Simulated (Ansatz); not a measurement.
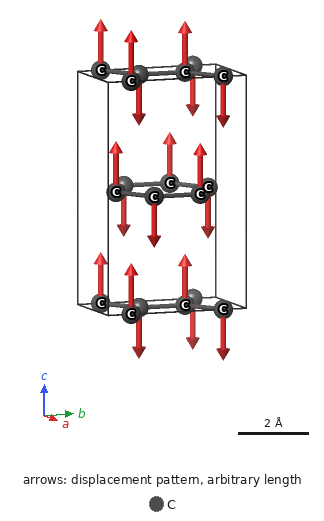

One vibrational mode of solid C at the zone centre. Displacements are drawn as red arrows; their common scale and sign are arbitrary. A ball-and-stick model of the conventional cell (4 times the calculation's cell), seen slightly off an axis. Lengths and directions refer to the drawn axes.

The calculation used DFT PBE+D3(BJ), scalar-relativistic, plane waves, PAW in Ansatz 0.2.0. Settings: plane-wave cutoff 420 eV; k-point mesh 18 × 18 × 18; occupations gaussian; smearing width 0.02 eV; no spin polarisation.

Frequencies are those without the non-analytic (LO–TO) term.

### Describe the mode and give its frequency.

This is the B₃g mode at 107.5 meV, the lowest optical level, Raman-active by symmetry. All motion is along c; atoms of one kind move against one another, with no net shift of their sublattice; the C–C bond lengths don't change to first order, so for these it is a bending, tilting or sliding motion.
